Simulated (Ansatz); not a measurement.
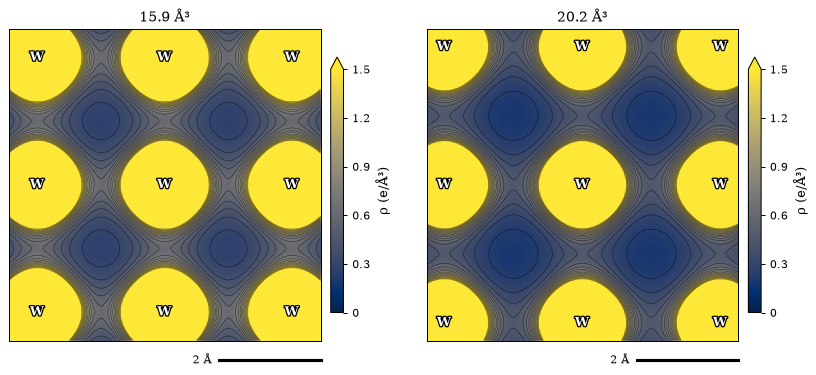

W. The valence charge density (pseudo) of cells scaled evenly to different volumes (given per atom above each panel), on the (100) plane of each (indices in the axes of the cell below), at one length scale and on one colour scale.

A generated structure, not necessarily the stable one.

Level of theory: Ansatz, DFT, r2SCAN, plane waves (500 eV) with PAW, scalar-relativistic.

The density is the valence pseudo-density of a PAW calculation; it isn't the true density close to the nuclei.

The largest cell:

```xyz
1
Lattice="2.7229 0.0000 0.0000 0.0000 2.7229 0.0000 0.0000 0.0000 2.7229" Properties=species:S:1:pos:R:3 pbc="T T T"
W     0.0000    0.0000    0.0000
```

| volume (Å³/atom) | W–W contact in the plane (Å) | ρ at its midpoint (e/Å³) | 
| --- | --- | --- |
| 15.86 | 2.513 | 0.613 | 
| 18.03 | 2.622 | ? | 
| 20.19 | 2.723 | 0.458 | 

### What values belong in the row with question marks?

Over the known rows ln ρ falls by 1.39 per Å of W–W distance (the line through the two), which gives 0.527 e/Å³ at 2.622 Å; the calculation gives 0.531 e/Å³.
